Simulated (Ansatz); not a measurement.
**Two runs on Au**

System: Au (P6₃/mmc, 2 atoms in the cell).
Method of run A: DFT r2SCAN, scalar-relativistic, plane waves, PAW, no spin polarisation (Ansatz 0.2.0).

The structure derives from an entry of the Crystallography Open Database. Text and figures count atoms from 1; the logs count them from 0 in places.

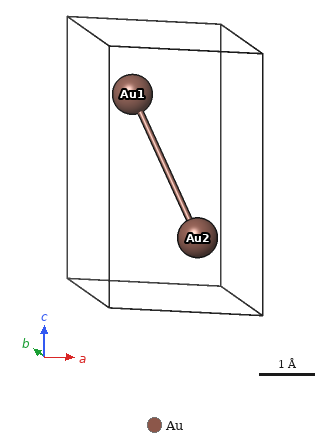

**Figure 1.** The structure as given in the input (ball-and-stick view of the cell of the calculation, seen slightly off an axis; atoms are numbered from 1 in the order of the input). Near neighbours in the crystal (not all of them lie inside the picture): Au has 12 Au at 2.90 to 2.96 Å.

**Input, run A**
```yaml
crystal:
  lattice:
    - [2.9, 0.0, 0.0]
    - [-1.45, 2.511473671, 0.0]
    - [0.0, 0.0, 4.88]
  atoms:
    - { symbol: Au, position: [0.3333333333, 0.6666666667, 0.75] }
    - { symbol: Au, position: [0.6666666667, 0.3333333333, 0.25] }
basis:
  ecutwfc: 500
kpoints:
  mp_grid: { grid: [6, 6, 4] }
hamiltonian:
  xc: r2scan
scf:
  occupations: { method: gaussian, width: 0.1 }
output:
  forces: true
  stress: true
  eigenvalues: true
```

Command:
```bash
ansatz run input.yaml --threads 1 --pin off --max-ram 2560MiB --backend cpu --events-out ev --progress --plain --runs-dir out
```

Hardware: 1 thread of Intel Xeon @ 2.50GHz (Skylake/Cascade Lake), 192 GiB of memory available, shared host.

**Output, shortened to warnings, some set-up lines, iterations and results (run A)**
```
Basis set: ecut = 500 eV, 893 PW (Γ), exchange–correlation on 96×96×144 points (64 copies of the dense FFT grid, shifted against one another)
Symmetry: 24 space group operations
k-points: 21 of 144
Initial density: superposition of atomic densities (neutral atoms: chi_scale 0, normalization atom), corrected by the library's trained network
[...]
SCF iter   1: F=—  HF=-26326.931799 eV  |F-HF|=—  |Δ(HF+E_count)|=         —  Δρ=1.65e-2  dr2=9.93e-2  dr2_τ=6.07e-3  ethr=1.77e-3  ⟨swp⟩=4.9  Hψ=1839  notcnv=0
SCF iter   2: F=—  HF=-26326.911568 eV  |F-HF|=—  |Δ(HF+E_count)|=   2.02e-2  Δρ=6.17e-3  dr2=7.36e-3  dr2_τ=5.53e-3  ethr=2.61e-4  ⟨swp⟩=2.0  Hψ=945  notcnv=0  defer=5
SCF iter   3: F=—  HF=-26326.910602 eV  |F-HF|=—  |Δ(HF+E_count)|=   9.66e-4  Δρ=2.44e-3  dr2=8.17e-4  dr2_τ=9.11e-5  ethr=1.94e-5  ⟨swp⟩=2.1  Hψ=739  notcnv=0  defer=5
SCF iter   4: F=—  HF=-26326.910739 eV  |F-HF|=—  |Δ(HF+E_count)|=   1.37e-4  Δρ=2.03e-4  dr2=6.40e-6  dr2_τ=1.53e-6  ethr=2.15e-6  ⟨swp⟩=2.5  Hψ=813  notcnv=0  defer=5
SCF iter   5: F=—  HF=-26326.910738 eV  |F-HF|=—  |Δ(HF+E_count)|=   4.08e-7  Δρ=4.82e-5  dr2=2.52e-7  dr2_τ=3.48e-8  ethr=1.68e-8  ⟨swp⟩=2.0  Hψ=791  notcnv=0  defer=5
SCF iter   6: F=-26326.910739 eV  HF=-26326.910739 eV  |F-HF|=1.90e-9  |Δ(HF+E_count)|=   3.68e-7  Δρ=3.17e-6  dr2=1.81e-9  dr2_τ=2.59e-10  ethr=2.63e-10  ⟨swp⟩=6.4  Hψ=2069  …
SCF 1 converged in 6 iterations: F = -26326.910739 eV  dr2 = 1.81e-9
SCF converged after 6 iterations
Free energy (F): -26326.910739 eV
Harris-Foulkes:  -26326.910739 eV  (|F-HF|=1.90e-9)
Internal energy: -26326.905589 eV  (E = F + TS)
E sigma→0 (E₀):  -26326.908164 eV
Entropy (-TS):   -0.005149 eV (-2.575 meV/atom)
Fermi energy:    19.452111 eV
--- Per-component energies (eV) ---
  E_band       = -487.495313
  E_kinetic    = 1210.710679
  E_local      = -3548.570652  (includes V_loc(G=0)·N_el)
  E_nonlocal   = 152.218087
  E_hartree    = 1510.164802
  E_xc         = -435.730283
  E_vxc        = -612.785131  (∫ρ·V_xc dr)
  E_paw        = -19462.824701  (= ΣΔE_a)
  E_vpaw       = -751.219669  (= ΣTr[D̂ρ^β])
  E_aug_tail   = 0.001409  (compensation charges beyond the density's cutoff)
  E_vtau       = 41.818177  (kinetic-family band-sum trace: ∫τ·v_τ [+ j·A + Jᵃ·Aᵃ] dr)
  E_ewald      = -5752.522283
  E_core_change = -0.352647  (= ΣΔE_core)
  E_smearing   = -0.005149  (= −TS)
  E_closure    = -0.000000  (closes the sum)
  Σ components = -26326.910739   (vs F -26326.910739, Δ=0.00e0)
--- Forces (eV/Å), atoms counted from 1 ---
  atom   1  Au    -0.00000000     0.00000000    -0.00000000
  atom   2  Au    -0.00000000    -0.00000000     0.00000000
  max |Σ_I F_I| component: 9.25e-18 eV/Å
--- Stress (GPa, compression-positive) ---
        2.106073       0.000000      -0.000000
        0.000000       2.106073      -0.000000
       -0.000000      -0.000000      -5.156486
  P = ⅓ Tr σ = -0.3148 GPa (-3.148 kbar)
```

The input of run B differs as follows (lines with − go, lines with + come):
```diff
-  mp_grid: { grid: [6, 6, 4] }
+  mp_grid: { grid: [18, 18, 10] }
+  populations: true
+  write_density: true
+  write_potential: true
+  elf: true
+  volumetric_format: npy
```

Predict how the results change.

The free energy of run B is 43.6 meV per atom lower, which measures how much it depends on this numerical setting. The pressure goes from −0.31 to −1.45 GPa. The SCF takes 7 iterations against 6. The irreducible k-points go from 21 to 222. On the same kind of shared host run B took about 6.8 times as long.

**Output, shortened to warnings, some set-up lines, iterations and results (run B)**
```
Basis set: ecut = 500 eV, 893 PW (Γ), exchange–correlation on 96×96×144 points (64 copies of the dense FFT grid, shifted against one another)
Symmetry: 24 space group operations
k-points: 222 of 3240
Initial density: superposition of atomic densities (neutral atoms: chi_scale 0, normalization atom), corrected by the library's trained network
[...]
SCF iter   1: F=—  HF=-26327.014377 eV  |F-HF|=—  |Δ(HF+E_count)|=         —  Δρ=1.51e-2  dr2=8.35e-2  dr2_τ=5.72e-3  ethr=1.77e-3  ⟨swp⟩=4.7  Hψ=19292  notcnv=0
SCF iter   2: F=—  HF=-26326.996785 eV  |F-HF|=—  |Δ(HF+E_count)|=   1.76e-2  Δρ=5.99e-3  dr2=1.21e-2  dr2_τ=2.20e-3  ethr=2.20e-4  ⟨swp⟩=2.1  Hψ=8446  notcnv=0  defer=5
SCF iter   3: F=—  HF=-26326.997481 eV  |F-HF|=—  |Δ(HF+E_count)|=   6.96e-4  Δρ=2.18e-3  dr2=1.35e-3  dr2_τ=5.91e-5  ethr=3.19e-5  ⟨swp⟩=2.1  Hψ=7057  notcnv=0  defer=5
SCF iter   4: F=—  HF=-26326.997915 eV  |F-HF|=—  |Δ(HF+E_count)|=   4.33e-4  Δρ=6.38e-4  dr2=9.67e-5  dr2_τ=8.38e-6  ethr=3.55e-6  ⟨swp⟩=2.0  Hψ=9282  notcnv=0  defer=5
SCF iter   5: F=—  HF=-26326.997946 eV  |F-HF|=—  |Δ(HF+E_count)|=   3.11e-5  Δρ=1.84e-4  dr2=1.44e-5  dr2_τ=7.08e-7  ethr=2.55e-7  ⟨swp⟩=2.2  Hψ=8025  notcnv=0  defer=5
SCF iter   6: F=—  HF=-26326.997946 eV  |F-HF|=—  |Δ(HF+E_count)|=   4.31e-7  Δρ=3.53e-5  dr2=4.47e-7  dr2_τ=1.06e-8  ethr=3.79e-8  ⟨swp⟩=2.0  Hψ=7425  notcnv=0  defer=5
SCF iter   7: F=-26326.997946 eV  HF=-26326.997946 eV  |F-HF|=1.23e-8  |Δ(HF+E_count)|=   1.63e-7  Δρ=8.78e-6  dr2=2.83e-8  dr2_τ=3.10e-9  ethr=2.63e-10  ⟨swp⟩=9.7  Hψ=35148  …
SCF 1 converged in 7 iterations: F = -26326.997946 eV  dr2 = 2.83e-8
SCF converged after 7 iterations
Free energy (F): -26326.997946 eV
Harris-Foulkes:  -26326.997946 eV  (|F-HF|=1.23e-8)
Internal energy: -26326.994301 eV  (E = F + TS)
E sigma→0 (E₀):  -26326.996123 eV
Entropy (-TS):   -0.003646 eV (-1.823 meV/atom)
Fermi energy:    19.342909 eV
--- Per-component energies (eV) ---
  E_band       = -488.313779
  E_kinetic    = 1210.255041
  E_local      = -3547.418608  (includes V_loc(G=0)·N_el)
  E_nonlocal   = 152.066154
  E_hartree    = 1509.318995
  E_xc         = -435.673630
  E_vxc        = -612.722604  (∫ρ·V_xc dr)
  E_paw        = -19462.668731  (= ΣΔE_a)
  E_vpaw       = -750.964131  (= ΣTr[D̂ρ^β])
  E_aug_tail   = 0.001409  (compensation charges beyond the density's cutoff)
  E_vtau       = 41.822255  (kinetic-family band-sum trace: ∫τ·v_τ [+ j·A + Jᵃ·Aᵃ] dr)
  E_ewald      = -5752.522283
  E_core_change = -0.352647  (= ΣΔE_core)
  E_smearing   = -0.003646  (= −TS)
  E_closure    = -0.000000  (closes the sum)
  Σ components = -26326.997946   (vs F -26326.997946, Δ=0.00e0)
--- Forces (eV/Å), atoms counted from 1 ---
  atom   1  Au     0.00000000     0.00000000    -0.00000000
  atom   2  Au     0.00000000    -0.00000000     0.00000000
  max |Σ_I F_I| component: 0.00e0 eV/Å
--- Stress (GPa, compression-positive) ---
       -1.502165       0.000000      -0.000000
        0.000000      -1.502165      -0.000000
       -0.000000      -0.000000      -1.343700
  P = ⅓ Tr σ = -1.4493 GPa (-14.493 kbar)
--- Löwdin populations: 2 sites ---
  site symbol       q [e]
     0     Au     18.8637
     1     Au     18.8637
  spilling = 0.007172 (of n_electrons = 38.000000)
```

**The two runs side by side**

| quantity | run A | run B |
| --- | --- | --- |
| outcome | converged | converged |
| free energy per atom (eV) | −13163.4554 | −13163.4990 |
| energy per atom, smearing taken to zero (eV) | −13163.4541 | −13163.4981 |
| gap on the mesh (eV) | 0.00 | 0.00 |
| pressure (GPa) | −0.31 | −1.45 |
| largest force (eV/Å) | 0.000 | 0.000 |
| SCF iterations | 6 | 7 |
| irreducible k-points | 21 | 222 |
| plane waves at Γ | 893 | 893 |
| wall time (shared host) | 4.5 s | 30 s |

For both runs: Spin–orbit coupling is left out, which matters for Au.
